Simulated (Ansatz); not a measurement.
# Geometry relaxation of Zn6GaO8 (part 2 of 2)

Zn6GaO8 (defect cell, 15 atoms in the cell); DFT LDA, scalar-relativistic, plane waves, PAW, PAW set soft_1, spin-polarised (Ansatz 0.2.0); cutoff 420 eV, 2×2×2 k-mesh, Fermi–Dirac smearing of 0.02 eV, collinear spins. The structure derives from an entry of the Crystallography Open Database. It belongs to a series of runs on one base structure; here: end point A relaxed.

Geometry of the input (Å; fractional positions):
```
-3.1950  -5.5339  0.0000
4.7925  -2.7670  0.0000
0.0000  0.0000  5.1027
Ga 0.4994  0.3321  -0.0008
Zn 0.5066  0.6635  0.5024
O  0.4980  0.3171  0.3764
O  0.4968  0.6611  0.8778
Zn 0.2547  0.8338  0.0106
Zn 0.2503  0.1774  0.5057
O  0.2469  0.8417  0.3854
O  0.2546  0.1636  0.8788
Zn 0.0034  0.3326  -0.0037
Zn 0.0046  0.6654  0.5010
O  -0.0015  0.3327  0.3820
O  0.0062  0.6626  0.8721
Zn 0.7462  0.8356  -0.0087
O  0.7503  0.8326  0.3862
O  0.7451  0.1728  0.8812
```

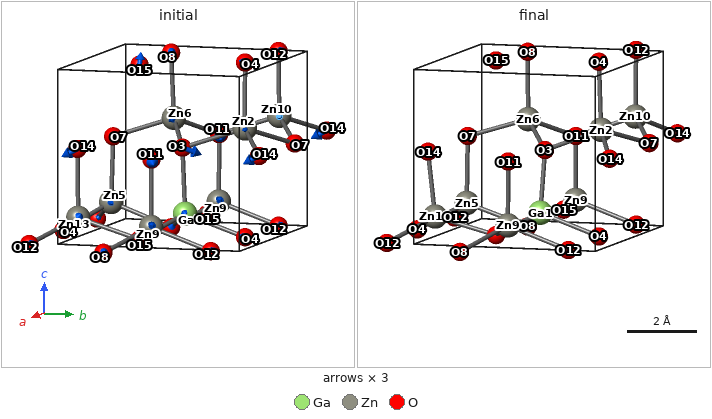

Before (left) and after (right) the relaxation, at one scale (ball-and-stick view of the cell of the calculation (origin shifted), with bonded neighbours outside it, seen slightly off an axis). The blue arrows give the displacements, magnified 3 times. Over 4 geometry steps the energy falls by 54.7 meV per atom. The largest force component goes from 1.4 to 0.016 eV/Å. The atom that moves furthest is O3 (0.22 Å). Largest moves by element: O 0.22 Å, Zn 0.08 Å, Ga 0.05 Å. The lattice vectors keep their values. Distances before and after: Zn13–O14 2.015 → 1.897 Å, Ga1–O3 1.927 → 1.822 Å, Zn10–O14 1.960 → 1.864 Å, Ga1–O15 1.898 → 1.809 Å. Among the angles that change: O3–Zn6–O11 113.8° → 101.7°, Zn6–O11–Zn10 107.7° → 116.8°, Zn2–O3–Zn6 107.5° → 115.0°. (Atoms are counted from 1 in the order of the input.)

```
NSCF: frozen V_eff on 8 k-points
the band table was solved once a step of the walk had ended and its energy, with any forces and stress, was formed, with the checks that follow a solve (6157 applications of the Hamiltonian). They found nothing against the state; the energy, forces and stress were not computed again (output.eigenvalues in the input reference)
No search for a lower state was made along the close's negative reading: the deck asks for none (scf.lower_state_search: off) (following: asked_to_warn; scf.lower_state_search in the input reference).
Magnetization: -0.0000 μB (66.5000 up, 66.5000 down)
Absolute magnetization: 0.0000 μB (∫|ρ↑−ρ↓|, with the PAW one-centre terms)
Spin contamination: 0.0000 ħ² per cell (⟨S²⟩ above its minimum at these occupations)
Per-site moments (μB) at R_I (Å): [(-2.4418748235191024e-8, 0.746395635011891), (-6.17294147131487e-7, 0.7669462306004464), (-1.883202596417759e-6, 0.7515754652772362), (-1.3089080597732883e-7, 0.7769332509534074), (-5.363414589257132e-8, 0.794533770189289), (-7.25784088556189e-7, 0.7693361800373943), (-9.941435997010748e-7, 0.7911854171163054), (-1.7280539791940178e-7, 0.7794755717905117), (-3.5892340027236867e-7, 0.7825125924124186), (-9.956638343534882e-7, 0.7687864035077255), (-3.586355364279767e-6, 0.7693361800373943), (-4.941579671522984e-7, 0.794533770189289), (-3.761512548221672e-7, 0.7820154379143718), (-2.9497869302657345e-6, 0.7669462306004464), (-7.562589509713165e-7, 0.746395635011891)]
Free energy (F): -27627.158858 eV
Harris-Foulkes:  -27627.158858 eV  (|F-HF|=3.64e-10)
Internal energy: -27627.145282 eV  (E = F + TS)
[...]
E sigma→0 (E₀):  -27627.152070 eV
Entropy (-TS):   -0.013575 eV (-0.905 meV/atom)
Fermi energy:    6.169342 eV
--- Per-component energies (eV) ---
  E_band       = -8.138973
  E_kinetic    = 2336.439162
  E_local      = -16300.165076  (includes V_loc(G=0)·N_el)
  E_nonlocal   = 5305.259297
  E_hartree    = 6528.885733
  E_xc         = -1087.264586
  E_vxc        = -1083.534733  (∫ρ·V_xc dr)
  E_paw        = -14096.226698  (= ΣΔE_a)
  E_vpaw       = -3323.913114  (= ΣTr[D̂ρ^β])
  E_aug_tail   = 0.004627  (compensation charges beyond the density's cutoff)
  E_ewald      = -10325.924455
  E_core_change = 11.846714  (= ΣΔE_core)
  E_smearing   = -0.013575  (= −TS)
  E_closure    = 0.000000  (closes the sum)
  Σ components = -27627.158858   (vs F -27627.158858, Δ=0.00e0)
--- Forces (eV/Å), atoms counted from 1 ---
  atom   1  Ga     0.00319177     0.00282134    -0.00198511
  atom   2  Zn    -0.00180377    -0.00200059     0.00280706
  atom   3  O      0.01617555     0.00552748     0.01439166
  atom   4  O     -0.01104453     0.01284315     0.00289068
  atom   5  Zn     0.00119779     0.00315100     0.00509420
  atom   6  Zn     0.00112557     0.00601281     0.00900268
  atom   7  O     -0.00374655     0.00114772    -0.00243041
  atom   8  O     -0.00467268    -0.00940768    -0.00063039
  atom   9  Zn     0.00843864    -0.00238580    -0.00848460
  atom  10  Zn    -0.00246541     0.00339251    -0.00524778
  atom  11  O     -0.00737290    -0.00566324    -0.00579562
  atom  12  O      0.00371339    -0.01043532    -0.00578025
  atom  13  Zn     0.00302010    -0.00366526    -0.00057042
  atom  14  O      0.00246745    -0.00132254    -0.00195236
  atom  15  O     -0.00822794    -0.00002052    -0.00133075
  max |Σ_I F_I| component: 2.14e-5 eV/Å
--- Band table (eV; the first three rows and the last of 16) ---
  k-point 0 ↑: bands = ["-12.1315", "-11.5569", "-11.3106", "-11.1561", "-11.1099", "-10.9113", "-10.4722", "-10.3824", "-7.0460", "-7.0324", "-6.9177", "-6.8240", "-6.7473", "-0.4447", "0.0728", "0.1062", "0.1863", "0.2054", "0.2772", "0.2860", "0.3732", "0.3963", "0.5077", "0.5289", "0.5762", "0.6601", "0.7546", "0.8204", "0.8984", "0.9882", "1.1040", "1.1769", "1.2262", "1.2973", "1.3340", "1.3923", "1.4730", "1.5057", "1.6063", "1.6429", "1.6789", "1.6817", "1.7607", "1.8138", "1.9417", "2.0513", "2.2483", "2.5304", "2.7267", "2.8235", "2.9280", "3.0672", "3.3726", "3.5656", "3.7107", "4.3637", "4.7444", "4.8120", "4.9340", "5.0157", "5.1077", "5.2113", "5.3525", "5.6402", "6.1649", "6.3061", "6.3271", "7.5319", "11.8567", "12.2842", "12.4017", "12.8567", "13.4275", "14.0380", "14.3224", "14.4105", "14.6881", "14.7893", "15.2332", "15.2960", "15.5449", "16.8248"]
  k-point 1 ↑: bands = ["-11.9220", "-11.5279", "-11.4584", "-11.1425", "-11.0464", "-10.9674", "-10.5258", "-10.3898", "-7.0487", "-7.0386", "-6.9141", "-6.8528", "-6.7999", "-0.7645", "-0.1963", "-0.1155", "-0.0675", "0.0186", "0.0947", "0.1476", "0.2957", "0.3058", "0.3986", "0.4551", "0.4849", "0.6302", "0.6610", "0.7407", "0.7884", "0.8560", "1.0071", "1.0831", "1.1462", "1.2910", "1.4618", "1.4897", "1.5615", "1.5784", "1.6239", "1.6474", "1.6804", "1.7833", "1.8288", "1.9042", "2.0946", "2.2963", "2.3838", "2.4658", "3.1098", "3.2984", "3.3806", "3.7389", "3.9709", "4.1366", "4.2836", "4.3022", "4.4829", "4.5719", "4.8037", "5.0315", "5.1226", "5.2999", "5.4366", "5.4917", "5.5758", "6.1557", "6.2006", "9.6220", "10.6550", "11.9578", "12.5626", "12.7099", "13.2475", "13.3823", "13.6285", "14.4829", "14.8086", "15.0417", "15.4389", "15.8631", "16.1599", "16.1933"]
  k-point 2 ↑: bands = ["-11.8754", "-11.7937", "-11.2976", "-11.1454", "-11.0511", "-11.0183", "-10.4658", "-10.3961", "-7.0450", "-7.0337", "-6.9438", "-6.8280", "-6.7439", "-0.5706", "-0.0389", "0.0701", "0.1439", "0.1646", "0.2089", "0.3169", "0.3309", "0.4729", "0.5346", "0.5497", "0.5937", "0.6926", "0.7444", "0.7613", "0.8463", "0.9640", "1.0271", "1.0785", "1.2272", "1.3057", "1.3785", "1.4414", "1.5043", "1.5437", "1.6046", "1.6194", "1.6751", "1.6984", "1.7529", "1.8259", "1.9588", "2.1178", "2.3089", "2.4044", "2.8026", "2.9932", "3.0748", "3.3640", "3.7076", "3.8244", "4.0309", "4.3514", "4.4395", "4.4816", "4.6772", "4.8314", "5.0683", "5.4744", "5.6059", "5.7464", "5.7928", "5.8931", "6.1130", "9.7917", "9.9771", "12.1376", "12.5461", "13.1323", "13.4251", "13.6211", "14.1446", "14.3839", "14.4559", "14.6674", "14.8070", "15.1981", "15.7471", "16.2633"]
  k-point 7 ↓: bands = ["-11.7131", "-11.6412", "-11.2901", "-11.1789", "-11.1211", "-11.0761", "-10.5821", "-10.4043", "-7.0470", "-7.0398", "-6.9459", "-6.8639", "-6.8094", "-0.8385", "-0.2229", "-0.1714", "-0.1238", "-0.0292", "0.0589", "0.1200", "0.3543", "0.3757", "0.4246", "0.4567", "0.4730", "0.5832", "0.6183", "0.6663", "0.6805", "0.7486", "0.9218", "1.2194", "1.2573", "1.3294", "1.4016", "1.4681", "1.4958", "1.5484", "1.6228", "1.6434", "1.6722", "1.6942", "1.7381", "2.3669", "2.4385", "2.4750", "2.8207", "2.9358", "3.0134", "3.2261", "3.8054", "3.9606", "4.0283", "4.1430", "4.2994", "4.3943", "4.4800", "4.5651", "4.6862", "4.7452", "4.8425", "4.9328", "5.0863", "5.2260", "5.5751", "5.8009", "5.9125", "11.5218", "11.6899", "11.8743", "11.9125", "12.1048", "12.4756", "12.6585", "13.0741", "14.7352", "14.9491", "15.2591", "15.4427", "15.7798", "15.8957", "16.6974"]
--- Relaxed structure (5 steps of the walk, 5 accepted, 0 SCFs on fresh bases) ---
  F+E_penalty+E_count = -27627.15885764 eV   max|allowed force component| = 1.618e-2 eV/Å
  atoms:
    - { symbol: Ga, position: [0.5052706830945413, 0.32999634664608934, 0.005790414827730002] }
    - { symbol: Zn, position: [0.5055736686498302, 0.6642650855606332, 0.49442597110548975] }
    - { symbol: O, position: [0.4781108555536937, 0.3454786532996507, 0.3608361483712199] }
    - { symbol: O, position: [0.5000115452962134, 0.650571536775624, 0.8819756179044443] }
    - { symbol: Zn, position: [0.25064390622169097, 0.8295610259031561, 0.004079080983737569] }
    - { symbol: Zn, position: [0.24896374816074932, 0.16721762090146863, 0.49757051001648567] }
    - { symbol: O, position: [0.25201002394607536, 0.8358072304339272, 0.38759523353048764] }
    - { symbol: O, position: [0.26252569187342406, 0.16981151379097062, 0.8851575799197741] }
    - { symbol: Zn, position: [-0.007146923258173246, 0.33341970944646127, 0.0047195440582552175] }
    - { symbol: Zn, position: [-0.0032742848403969627, 0.6636698910913271, 0.4958917594390671] }
    - { symbol: O, position: [0.021346830536234665, 0.3450898903586826, 0.3745507006952076] }
    - { symbol: O, position: [0.002409659087668381, 0.6698640344714053, 0.8781462300711242] }
    - { symbol: Zn, position: [0.7532354981181972, 0.8430083595653448, 0.0004737558267361951] }
    - { symbol: O, position: [0.7511009065412974, 0.803057129945772, 0.36964136189313623] }
    - { symbol: O, position: [0.7407985910189545, 0.17386557180948775, 0.9053880913571052] }
```

### Trajectory as extended XYZ (Å, eV, eV/Å), 5 frames, from step=1 to step=5
```
15
Lattice="-3.1950 -5.5339 0.0000 4.7925 -2.7670 0.0000 0.0000 0.0000 5.1027" Properties=species:S:1:pos:R:3:forces:R:3 step=1 energy=-27626.33897
Ga   -0.0041   -3.6823   -0.0043   -1.2992  -0.7303   0.7700
Zn    1.5609   -4.6395    2.5635   -0.2299  -0.2462  -1.1094
O    -0.0716   -3.6331    1.9208    1.3557  -0.4302  -1.3213
O     1.5809   -4.5785    4.4789   -0.8623   0.6524   0.6265
Zn    3.1825   -3.7166    0.0539    0.1642   0.6872  -0.0409
Zn    0.0504   -1.8756    2.5803    0.2181   0.6831  -0.9488
O     3.2450   -3.6950    1.9666   -0.5826  -0.3422   0.1681
O    -0.0293   -1.8617    4.4842    0.0124  -1.0013   0.6760
Zn    1.5832   -0.9393   -0.0191    0.3758   1.0905   0.6979
Zn    3.1742   -1.8668    2.5564    0.3561   0.9653  -0.8200
O     1.5995   -0.9123    1.9494   -0.0102  -1.0427  -0.3820
O     3.1557   -1.8675    4.4500    0.4356  -0.2525   0.7976
Zn    1.6206   -6.4417   -0.0442    0.2646  -1.0599   0.7643
O     1.5932   -6.4561    1.9707   -0.9219   0.4377  -0.6989
O    -1.5521   -4.6014    4.4963    0.7234   0.5891   0.8211
15
Lattice="-3.1950 -5.5339 0.0000 4.7925 -2.7670 0.0000 0.0000 0.0000 5.1027" Properties=species:S:1:pos:R:3:forces:R:3 step=2 energy=-27626.84808
Ga   -0.0320   -3.6990    0.0096   -0.6062  -0.3835   0.5270
Zn    1.5681   -4.6486    2.5567   -0.1878  -0.0740  -0.7371
O     0.0210   -3.6207    1.8850    0.7911  -0.2911  -0.7669
O     1.5516   -4.5686    4.4953   -0.5052   0.3827   0.3112
Zn    3.1852   -3.7098    0.0501    0.0645   0.4836  -0.1534
Zn    0.0412   -1.8608    2.5651    0.1011   0.4699  -0.5898
O     3.2216   -3.6926    1.9661   -0.2609  -0.3700   0.2508
O    -0.0186   -1.8889    4.4978   -0.0986  -0.6141   0.3719
Zn    1.5964   -0.9188   -0.0076    0.2083   0.6977   0.4760
Zn    3.1794   -1.8546    2.5525    0.2537   0.7191  -0.5814
O     1.6005   -0.9624    1.9328   -0.0495  -0.6610  -0.2058
O     3.1676   -1.8670    4.4650    0.3453  -0.2144   0.4608
Zn    1.6203   -6.4554   -0.0350    0.1328  -0.6863   0.5588
O     1.5378   -6.4306    1.9295   -0.5946   0.2237  -0.3923
O    -1.5508   -4.5897    4.5405    0.4060   0.3176   0.4702
15
Lattice="-3.1950 -5.5339 0.0000 4.7925 -2.7670 0.0000 0.0000 0.0000 5.1027" Properties=species:S:1:pos:R:3:forces:R:3 step=3 energy=-27627.15138
Ga   -0.0448   -3.7174    0.0414    0.2059   0.1339  -0.1362
Zn    1.5660   -4.6489    2.5245    0.0721   0.0306   0.0287
O     0.1434   -3.6011    1.8404   -0.0393   0.0661   0.1201
O     1.5147   -4.5615    4.4994    0.0265  -0.0139   0.0104
Zn    3.1810   -3.6877    0.0254   -0.0446   0.0564  -0.0735
Zn    0.0199   -1.8404    2.5426   -0.0901   0.0532  -0.0392
O     3.1977   -3.7074    1.9740    0.0717  -0.0880   0.0730
O    -0.0204   -1.9285    4.5144   -0.0608  -0.0099   0.0449
Zn    1.6151   -0.8885    0.0196    0.0336   0.0547   0.0091
Zn    3.1898   -1.8222    2.5273   -0.0687   0.0221  -0.0271
O     1.5869   -1.0459    1.9128    0.0417  -0.0875   0.0021
O     3.2002   -1.8669    4.4755    0.0104  -0.0419   0.0375
Zn    1.6255   -6.4877    0.0011    0.0400  -0.0878  -0.0793
O     1.4502   -6.3887    1.8801   -0.0010   0.0335   0.0737
O    -1.5361   -4.5750    4.6251   -0.1973  -0.1216  -0.0441
15
Lattice="-3.1950 -5.5339 0.0000 4.7925 -2.7670 0.0000 0.0000 0.0000 5.1027" Properties=species:S:1:pos:R:3:forces:R:3 step=4 energy=-27627.15774
Ga   -0.0331   -3.7068    0.0376   -0.0337  -0.0328  -0.0146
Zn    1.5692   -4.6365    2.5283   -0.0075   0.0051   0.0031
O     0.1343   -3.5960    1.8478   -0.0229  -0.0235   0.0044
O     1.5189   -4.5614    4.5064    0.0046  -0.0347  -0.0218
Zn    3.1746   -3.6788    0.0248   -0.0104  -0.0147  -0.0042
Zn    0.0023   -1.8343    2.5464    0.0014  -0.0333  -0.0128
O     3.1988   -3.7074    1.9783    0.0073   0.0085   0.0137
O    -0.0309   -1.9242    4.5203    0.0249   0.0215  -0.0198
Zn    1.6232   -0.8853    0.0130   -0.0056  -0.0212   0.0034
Zn    3.1899   -1.8155    2.5229    0.0198  -0.0250   0.0153
O     1.5825   -1.0903    1.8972    0.0000   0.0566   0.0227
O     3.2063   -1.8698    4.4738   -0.0039   0.0315   0.0045
Zn    1.6348   -6.5009   -0.0010   -0.0134   0.0187   0.0272
O     1.4512   -6.3777    1.8863    0.0000   0.0057  -0.0278
O    -1.5330   -4.5826    4.6215    0.0395   0.0376   0.0066
15
Lattice="-3.1950 -5.5339 0.0000 4.7925 -2.7670 0.0000 0.0000 0.0000 5.1027" Properties=species:S:1:pos:R:3:forces:R:3 step=5 energy=-27627.15886
Ga   -0.0328   -3.7092    0.0295    0.0032   0.0028  -0.0020
Zn    1.5682   -4.6358    2.5229   -0.0018  -0.0020   0.0028
O     0.1281   -3.6017    1.8412    0.0162   0.0055   0.0144
O     1.5203   -4.5671    4.5005   -0.0110   0.0128   0.0029
Zn    3.1749   -3.6824    0.0208    0.0012   0.0032   0.0051
Zn    0.0060   -1.8404    2.5390    0.0011   0.0060   0.0090
O     3.2004   -3.7072    1.9778   -0.0037   0.0011  -0.0024
O    -0.0249   -1.9227    4.5167   -0.0047  -0.0094  -0.0006
Zn    1.6207   -0.8830    0.0241    0.0084  -0.0024  -0.0085
Zn    3.1911   -1.8182    2.5304   -0.0025   0.0034  -0.0052
O     1.5856   -1.0730    1.9112   -0.0074  -0.0057  -0.0058
O     3.2026   -1.8668    4.4809    0.0037  -0.0104  -0.0058
Zn    1.6335   -6.5009    0.0024    0.0030  -0.0037  -0.0006
O     1.4489   -6.3785    1.8862    0.0025  -0.0013  -0.0020
O    -1.5336   -4.5806    4.6199   -0.0082   0.0000  -0.0013
```

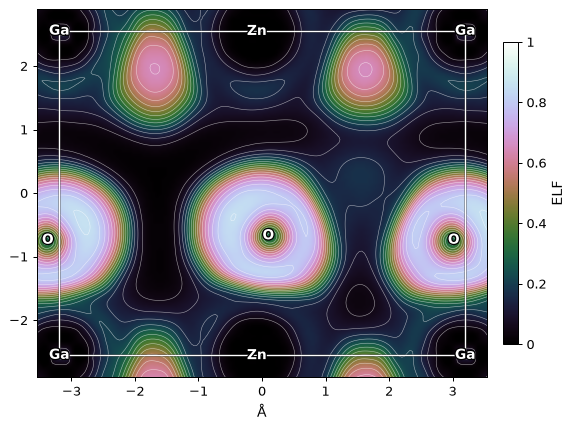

Electron localisation function on the (010) plane of the calculation cell. Ga–O (1.82 Å): the ELF is about 0.40 at the midpoint. Zn–O (1.90 Å): the ELF is about 0.25 at the midpoint; no shared pair; the contact is polar. In a PAW calculation such maps are meaningful between the atoms, not at the nuclei.

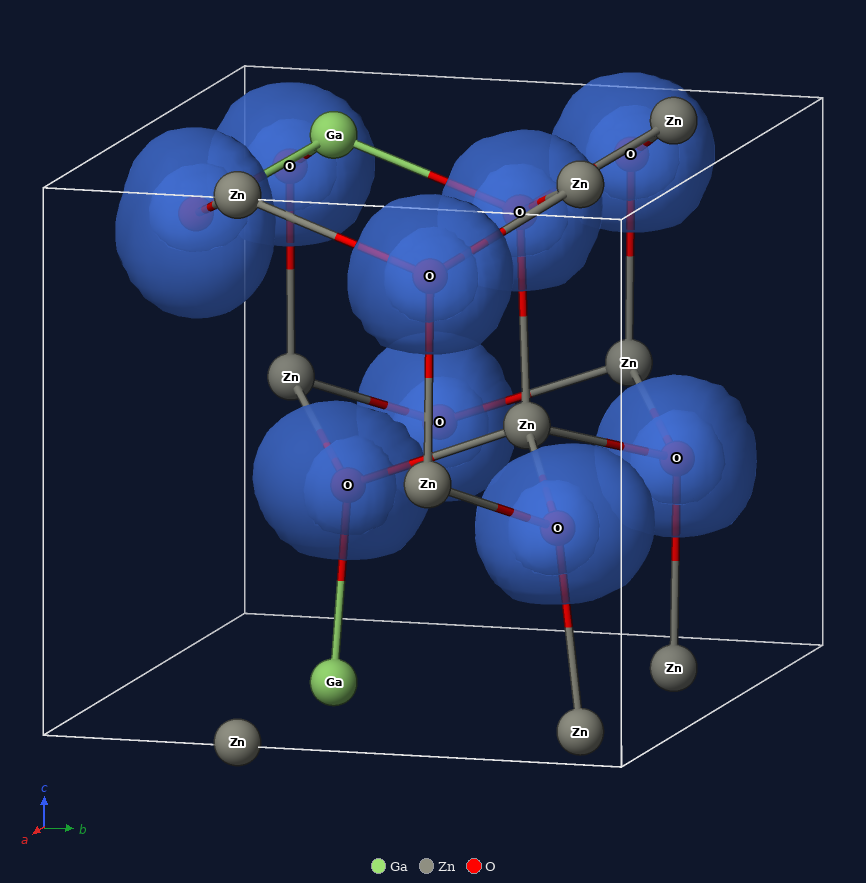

Isosurface of the electron localisation function at 0.75 (blue), seen slightly off an axis. Only the valence region is drawn (cores and ρ < 0.01 e/Å³ removed). Sticks mark near contacts. The outline is the calculation cell. Profiles from the grid: Ga–O (1.81 Å): the ELF is about 0.40 at the midpoint. Zn–O (1.86 Å): the ELF is about 0.30 at the midpoint; a polar contact without a shared pair, in a metal.
